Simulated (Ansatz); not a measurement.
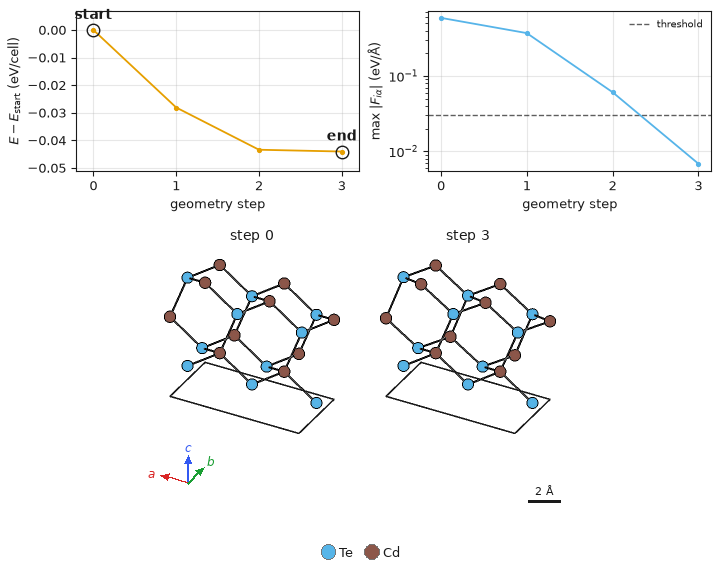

First and last geometry of a constrained relaxation of a slab of composition CdTe (cut from the F-43m phase), with the history of the run. A ball-and-stick model of the 2 × 1 repeat of the cell, outlined in the plane, without the vacuum, seen from a free direction.

Case: clean slab, lower half held. The slab is the (1 0 0) face of CdTe. 3 atoms are held fixed.

Computed with DFT r2SCAN, scalar-relativistic, plane waves, PAW in Ansatz. Set-up: plane-wave cutoff 500 eV; k-point mesh 6 × 6 × 1; occupations gaussian; smearing width 0.05 eV; no spin polarisation; dipole correction; atoms relaxed in a fixed cell; force threshold 0.03 eV/Å; at most 70 steps.

**Did the run converge, and what did it change?**

It converged. The largest move is that of a Cd atom, 0.11 Å along the normal (−c). Largest moves by element: Cd 0.11 Å, Te 0.04 Å. The lattice vectors keep their values. Some distances before and after: Cd–Te 2.839 → 2.928 Å, Cd–Te 2.839 → 2.777 Å. Bond angles that change, for instance: Te–Cd–Te 109.5° → 104.7°, Cd–Te–Cd 109.5° → 104.7°, Te–Cd–Te 109.5° → 113.2°. Over 3 geometry steps the energy falls by 44.0 meV per cell of the calculation. The largest force component goes from 0.59 to 0.0069 eV/Å.
